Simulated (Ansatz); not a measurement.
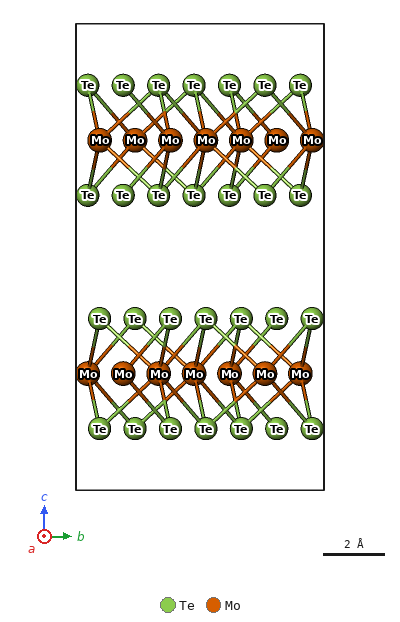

Figure 1. The structure (ball-and-stick view of the cell of the calculation, along the a axis). An atom can appear more than once, as a periodic image. Near neighbours in the periodic cell (some may lie outside the picture): Te has 3 Mo at 2.74 Å; Mo has 6 Te at 2.74 Å.

MoTe$_{2}$: single-point calculation (part 1 of 2)

MoTe$_{2}$ (P6₃/mmc, 42 atoms in the cell), computed with DFT PBE, scalar-relativistic, plane waves, PAW, no spin polarisation (Ansatz 0.2.0).

The structure derives from a Materials Project entry. It belongs to a series of runs on one base structure; here: the perfect crystal in a cell of 42 atoms.

**Input file**
```yaml
crystal:
  lattice:
    - [7.1133265634, -6.1603215092, 0.0]
    - [1.7783316408, 9.2404822639, 0.0]
    - [0.0, 0.0, 15.3316105713]
  atoms:
    - { symbol: Te, position: [0.9523809524, 0.1904761905, 0.6320701713] }
    - { symbol: Te, position: [0.6666666667, 0.3333333333, 0.6320701713] }
    - { symbol: Te, position: [0.380952381, 0.4761904762, 0.6320701713] }
    - { symbol: Te, position: [0.0952380952, 0.619047619, 0.6320701713] }
    - { symbol: Te, position: [0.8095238095, 0.7619047619, 0.6320701713] }
    - { symbol: Te, position: [0.5238095238, 0.9047619048, 0.6320701713] }
    - { symbol: Te, position: [0.2380952381, 0.0476190476, 0.6320701713] }
    - { symbol: Te, position: [0.1904761905, 0.2380952381, 0.1320701713] }
    - { symbol: Te, position: [0.9047619048, 0.380952381, 0.1320701713] }
    - { symbol: Te, position: [0.619047619, 0.5238095238, 0.1320701713] }
    - { symbol: Te, position: [0.3333333333, 0.6666666667, 0.1320701713] }
    - { symbol: Te, position: [0.0476190476, 0.8095238095, 0.1320701713] }
    - { symbol: Te, position: [0.7619047619, 0.9523809524, 0.1320701713] }
    - { symbol: Te, position: [0.4761904762, 0.0952380952, 0.1320701713] }
    - { symbol: Te, position: [0.1904761905, 0.2380952381, 0.3679298287] }
    - { symbol: Te, position: [0.9047619048, 0.380952381, 0.3679298287] }
    - { symbol: Te, position: [0.619047619, 0.5238095238, 0.3679298287] }
    - { symbol: Te, position: [0.3333333333, 0.6666666667, 0.3679298287] }
    - { symbol: Te, position: [0.0476190476, 0.8095238095, 0.3679298287] }
    - { symbol: Te, position: [0.7619047619, 0.9523809524, 0.3679298287] }
    - { symbol: Te, position: [0.4761904762, 0.0952380952, 0.3679298287] }
    - { symbol: Te, position: [0.9523809524, 0.1904761905, 0.8679298287] }
    - { symbol: Te, position: [0.6666666667, 0.3333333333, 0.8679298287] }
    - { symbol: Te, position: [0.380952381, 0.4761904762, 0.8679298287] }
    - { symbol: Te, position: [0.0952380952, 0.619047619, 0.8679298287] }
    - { symbol: Te, position: [0.8095238095, 0.7619047619, 0.8679298287] }
    - { symbol: Te, position: [0.5238095238, 0.9047619048, 0.8679298287] }
    - { symbol: Te, position: [0.2380952381, 0.0476190476, 0.8679298287] }
    - { symbol: Mo, position: [0.9523809524, 0.1904761905, 0.25] }
    - { symbol: Mo, position: [0.6666666667, 0.3333333333, 0.25] }
    - { symbol: Mo, position: [0.380952381, 0.4761904762, 0.25] }
    - { symbol: Mo, position: [0.0952380952, 0.619047619, 0.25] }
    - { symbol: Mo, position: [0.8095238095, 0.7619047619, 0.25] }
    - { symbol: Mo, position: [0.5238095238, 0.9047619048, 0.25] }
    - { symbol: Mo, position: [0.2380952381, 0.0476190476, 0.25] }
    - { symbol: Mo, position: [0.1904761905, 0.2380952381, 0.75] }
    - { symbol: Mo, position: [0.9047619048, 0.380952381, 0.75] }
    - { symbol: Mo, position: [0.619047619, 0.5238095238, 0.75] }
    - { symbol: Mo, position: [0.3333333333, 0.6666666667, 0.75] }
    - { symbol: Mo, position: [0.0476190476, 0.8095238095, 0.75] }
    - { symbol: Mo, position: [0.7619047619, 0.9523809524, 0.75] }
    - { symbol: Mo, position: [0.4761904762, 0.0952380952, 0.75] }
basis:
  ecutwfc: 420
  xc_grid: 2
kpoints:
  mp_grid: { grid: [2, 2, 2], shift: [0.0, 0.0, 0.0] }
hamiltonian:
  xc: pbe
scf:
  occupations: { method: gaussian, width: 0.01 }
output:
  forces: true
  stress: true
  eigenvalues: true
  write_density: true
  write_potential: true
  elf: true
  volumetric_format: npy
```

Command:
```bash
ansatz run input.yaml --threads 4 --pin off --max-ram 10240MiB --backend cpu --events-out ev --progress --plain --runs-dir out
```

**The program's output**
```
Engine: ansatz 0.2.0, x86_64-unknown-linux-gnu
Pseudopotentials: kind: paw
Pseudopotential: Te, paw, valence charge 16, recommended cutoff 420 eV (normal), Te.paw.azcp
Pseudopotential: Mo, paw, valence charge 14, recommended cutoff 420 eV (normal), Mo.paw.azcp
Functional definition: PBE
  parameter kappa = 0.804
  parameter beta = 0.06672455060314922
  exchange = pbe_x(kappa = kappa, mu = beta*pi^2/3)
  correlation = pbe_c(beta = beta)
Crystal: 42 atoms, lattice volume = 1175.715 Å³
Basis set: ecut = 420 eV, 22971 PW (Γ), exchange–correlation on 128×128×216 points (8 copies of the dense FFT grid, shifted against one another)
Bands: 387, of which v1, the nominal top of the filled ones, is band 322 counted from 1 (321 counted from 0)
Symmetry: 84 space group operations
Space group: P63/mmc (ITA 194), of the structure as read, at distance tolerance 1.1e-4 Å
k-points: 4 of 8
Non-local potential: Te, projectors of the file, l = 0: 2, l = 1: 2, l = 2: 2, l = 3: 2
Non-local potential: Mo, projectors of the file, l = 0: 3, l = 1: 2, l = 2: 2, l = 3: 1
PAW form: soft (Blöchl's): semilocal exchange-correlation on the pseudo side does not see the compensation charge
PAW one-centre angular grid: Te, 590 points (default); XC on 64 Gauss nodes
PAW one-centre angular grid: Mo, 590 points (default); XC on 64 Gauss nodes
Initial density: superposition of atomic densities (neutral atoms: chi_scale 0, normalization atom), corrected by the library's trained network
Initial wavefunctions: pseudopotential atomic-orbital guess
Functional: x = pbe(κ = 0.804, μ = 0.2195149727645171), c = pbe(β = 0.06672455060314922)
SCF iter   1: F=—  HF=-264834.203763 eV  |F-HF|=—  |Δ(HF+E_count)|=         —  Δρ=4.27e-3  dr2=1.19e-1  ethr=1.77e-3  ⟨swp⟩=6.2  Hψ=5618  notcnv=0  defer=19
preconditioner: auto → Resta (q_TF=auto, 2.468 Å⁻¹)  ε∞=7.0  [insulator: Δε(μ)=1.221 eV  Ē_g=7.014 eV  σ=0.010 eV  W_gap=1.00  n_scr=312 (ndim 8)  ℏωp=17.2 eV  f_vac=0.114  D(μ)=0.00/eV (n_scr^D=0)  ε∞_Penn≈7.0]
SCF iter   2: F=—  HF=-264834.255648 eV  |F-HF|=—  |Δ(HF+E_count)|=   5.19e-2  Δρ=2.49e-3  dr2=3.53e-2  ethr=1.85e-5  ⟨swp⟩=3.0  Hψ=2355  notcnv=0  defer=224
SCF iter   3: F=—  HF=-264834.278844 eV  |F-HF|=—  |Δ(HF+E_count)|=   2.32e-2  Δρ=1.13e-3  dr2=2.76e-2  ethr=5.49e-6  ⟨swp⟩=2.0  Hψ=1798  notcnv=0  defer=224
SCF iter   4: F=—  HF=-264834.279575 eV  |F-HF|=—  |Δ(HF+E_count)|=   7.31e-4  Δρ=1.63e-4  dr2=4.42e-4  ethr=4.29e-6  ⟨swp⟩=2.0  Hψ=1752  notcnv=0  defer=224
SCF iter   5: F=—  HF=-264834.279608 eV  |F-HF|=—  |Δ(HF+E_count)|=   3.27e-5  Δρ=5.72e-5  dr2=1.13e-4  ethr=6.86e-8  ⟨swp⟩=2.0  Hψ=1826  notcnv=0  defer=224
SCF iter   6: F=—  HF=-264834.279629 eV  |F-HF|=—  |Δ(HF+E_count)|=   2.16e-5  Δρ=1.71e-5  dr2=6.49e-6  ethr=1.76e-8  ⟨swp⟩=2.0  Hψ=1790  notcnv=0  defer=224
SCF iter   7: F=—  HF=-264834.280916 eV  |F-HF|=—  |Δ(HF+E_count)|=   1.29e-3  Δρ=5.19e-6  dr2=4.79e-7  ethr=1.01e-9  ⟨swp⟩=2.0  Hψ=1828  notcnv=0  defer=224
SCF iter   8: F=-264834.280917 eV  HF=-264834.280917 eV  |F-HF|=7.50e-8  |Δ(HF+E_count)|=   1.08e-6  Δρ=1.18e-6  dr2=1.91e-8  ethr=1.55e-11  ⟨swp⟩=16.2  Hψ=11795  notcnv=0
SCF 1 converged in 8 iterations: F = -264834.280917 eV  dr2 = 1.91e-8
  greatest PAW one-centre occupation: 0.998 electrons in one spin orbital (limit 2), on the Mo atom at site 34 (counted from 0), in its partial waves of l = 0
```

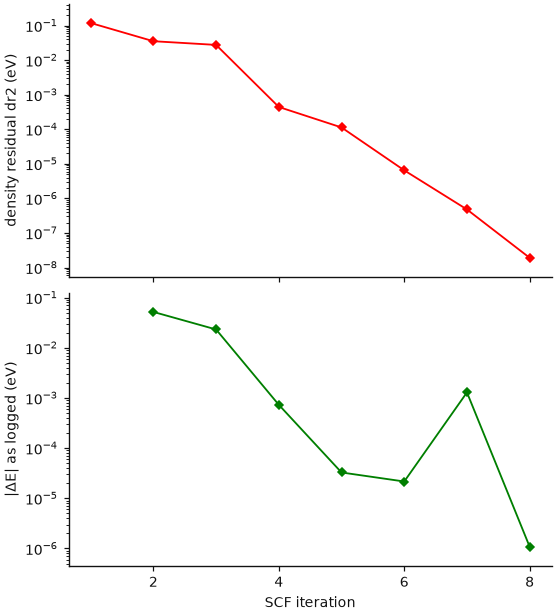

Figure 2. Convergence of the self-consistent field: density residual dr2 and size of the energy change against the SCF iteration. The residual falls at every step.

```
SCF converged after 8 iterations
Free energy (F): -264834.280917 eV
Harris-Foulkes:  -264834.280917 eV  (|F-HF|=7.50e-8)
Internal energy: -264834.280917 eV  (E = F + TS)
E sigma→0 (E₀):  -264834.280917 eV
Fermi energy:    10.967008 eV
--- Per-component energies (eV) ---
  E_band       = -9178.625303
  E_kinetic    = 11238.500756
  E_local      = -64800.256756  (includes V_loc(G=0)·N_el)
  E_nonlocal   = -6670.191553
  E_hartree    = 34923.613270
  E_xc         = -6048.327984
  E_vxc        = -6121.784646  (∫ρ·V_xc dr)
  E_paw        = -175376.626486  (= ΣΔE_a)
  E_vpaw       = -12672.098517  (= ΣTr[D̂ρ^β])
  E_aug_tail   = -0.004739  (compensation charges beyond the density's cutoff)
  E_ewald      = -58100.987425
  E_smearing   = -0.000000  (= −TS)
  E_closure    = -0.000000  (closes the sum)
  Σ components = -264834.280917   (vs F -264834.280917, Δ=0.00e0)
--- Forces (eV/Å), atoms counted from 1 ---
  atom   1  Te     0.00000000    -0.00000000    -0.00002265
  atom   2  Te     0.00000000    -0.00000000    -0.00002265
  atom   3  Te     0.00000000    -0.00000000    -0.00002265
  atom   4  Te     0.00000000    -0.00000000    -0.00002265
  atom   5  Te     0.00000000    -0.00000000    -0.00002265
  atom   6  Te    -0.00000000    -0.00000000    -0.00002265
  atom   7  Te     0.00000000    -0.00000000    -0.00002265
  atom   8  Te     0.00000000     0.00000000    -0.00002265
  atom   9  Te     0.00000000     0.00000000    -0.00002265
  atom  10  Te     0.00000000     0.00000000    -0.00002265
  atom  11  Te     0.00000000     0.00000000    -0.00002265
  atom  12  Te     0.00000000     0.00000000    -0.00002265
  atom  13  Te     0.00000000     0.00000000    -0.00002265
  atom  14  Te     0.00000000     0.00000000    -0.00002265
  atom  15  Te    -0.00000000     0.00000000     0.00002265
  atom  16  Te     0.00000000     0.00000000     0.00002265
  atom  17  Te     0.00000000     0.00000000     0.00002265
  atom  18  Te    -0.00000000     0.00000000     0.00002265
  atom  19  Te    -0.00000000     0.00000000     0.00002265
  atom  20  Te     0.00000000     0.00000000     0.00002265
  atom  21  Te     0.00000000     0.00000000     0.00002265
  atom  22  Te    -0.00000000    -0.00000000     0.00002265
  atom  23  Te    -0.00000000    -0.00000000     0.00002265
  atom  24  Te    -0.00000000    -0.00000000     0.00002265
  atom  25  Te    -0.00000000    -0.00000000     0.00002265
  atom  26  Te    -0.00000000    -0.00000000     0.00002265
  atom  27  Te    -0.00000000    -0.00000000     0.00002265
  atom  28  Te    -0.00000000    -0.00000000     0.00002265
  atom  29  Mo     0.00000000     0.00000000     0.00000000
  atom  30  Mo     0.00000000     0.00000000     0.00000000
  atom  31  Mo     0.00000000    -0.00000000    -0.00000000
  atom  32  Mo     0.00000000     0.00000000    -0.00000000
  atom  33  Mo     0.00000000     0.00000000     0.00000000
  atom  34  Mo     0.00000000     0.00000000     0.00000000
  atom  35  Mo     0.00000000     0.00000000    -0.00000000
  atom  36  Mo    -0.00000000    -0.00000000    -0.00000000
  atom  37  Mo    -0.00000000    -0.00000000     0.00000000
  atom  38  Mo    -0.00000000     0.00000000    -0.00000000
  atom  39  Mo    -0.00000000    -0.00000000     0.00000000
  atom  40  Mo    -0.00000000    -0.00000000    -0.00000000
  atom  41  Mo    -0.00000000    -0.00000000     0.00000000
  atom  42  Mo    -0.00000000    -0.00000000    -0.00000000
  max |Σ_I F_I| component: 6.28e-18 eV/Å
--- Stress (GPa, compression-positive) ---
        0.054637      -0.000000       0.000000
        0.000000       0.054637       0.000000
        0.000000       0.000000      -0.003834
  P = ⅓ Tr σ = 0.0351 GPa (0.351 kbar)
--- Band table (eV) ---
  k-point 0: bands = ["-50.2423", "-50.2423", "-50.2355", "-50.2355", "-50.2355", "-50.2355", "-50.2355", "-50.2355", "-50.2355", "-50.2355", ... 177 levels left out ..., "-24.2905", "-24.2905", "-24.2905", "-24.2905", "-24.2905", "-24.2610", "-24.2610", "-24.2610", "-24.2610", "-2.1241", "-2.0315", "-1.2256", "-1.0743", "-0.5549", "-0.5549", "-0.5549", "-0.5549", "-0.5549", "-0.5549", "-0.4886", "-0.4886", "-0.4886", "-0.4886", "-0.4886", "-0.4886", "-0.1238", "-0.1238", "-0.1238", "-0.1238",
      "-0.1238", "-0.1238", "-0.0412", "-0.0412", "-0.0412", "-0.0412", "-0.0412", "-0.0412", "5.2386", "5.8166", "5.9255", "5.9255", "5.9255", "5.9255", "5.9255", "5.9255", "6.0194", "6.0194", "6.0194", "6.0194", "6.0194", "6.0194", "6.6101", "6.6101", "6.6101", "6.6101", "6.6101", "6.6101", "6.6631", "6.6631", "6.6631", "6.6631", "6.6631", "6.6631", "6.9916", "6.9916", "6.9916", "6.9916", "6.9916", "6.9916",
      "7.3046", "7.3046", "7.3046", "7.3046", "7.3046", "7.3046", "7.7725", "7.7725", "7.7725", "7.7725", "7.7725", "7.7725", "7.9786", "7.9786", "7.9786", "7.9786", "7.9786", "7.9786", "8.0666", "8.6606", "8.6606", "8.6606", "8.6606", "8.6606", "8.6606", "8.7115", "8.7115", "8.7115", "8.7115", "8.7115", "8.7115", "8.8100", "8.8100", "8.8139", "8.8139", "9.1432", "9.1432", "9.1432", "9.1432", "9.1432",
      "9.1432", "9.2596", "9.2596", "9.2596", "9.2596", "9.2596", "9.2596", "9.5641", "9.5761", "9.5761", "9.5849", "9.5849", "9.7342", "10.0147", "10.0147", "10.0147", "10.0147", "10.0147", "10.0147", "10.0474", "10.0474", "10.0474", "10.0474", "10.0474", "10.0474", "10.3578", "11.5764", "11.5764", "11.5764", "11.5764", "11.5764", "11.5764", "12.0071", "12.0071", "12.0071", "12.0071", "12.0071", "12.0071", "12.0923", "12.0923",
      "12.0923", "12.0923", "12.0923", "12.0923", "12.1844", "12.1844", "12.1844", "12.1844", "12.1844", "12.1844", "12.5334", "12.5334", "12.5334", "12.5334", "12.5334", "12.5334", "13.0094", "13.0094", "13.0094", "13.0094", "13.0094", "13.0094", "13.4657", "13.4657", "13.5039", "13.5039", "13.6319", "13.6319", "13.6319", "13.6319", "13.6319", "13.6319", "13.7174", "13.7174", "13.7898", "13.7898", "14.3064", "14.3064", "14.3064", "14.3064",
      "14.3064", "14.3064", "15.6047", "15.6990", "15.6990", "15.6990", "15.6990", "15.6990", "15.6990", "16.2182", "16.2182"]
```
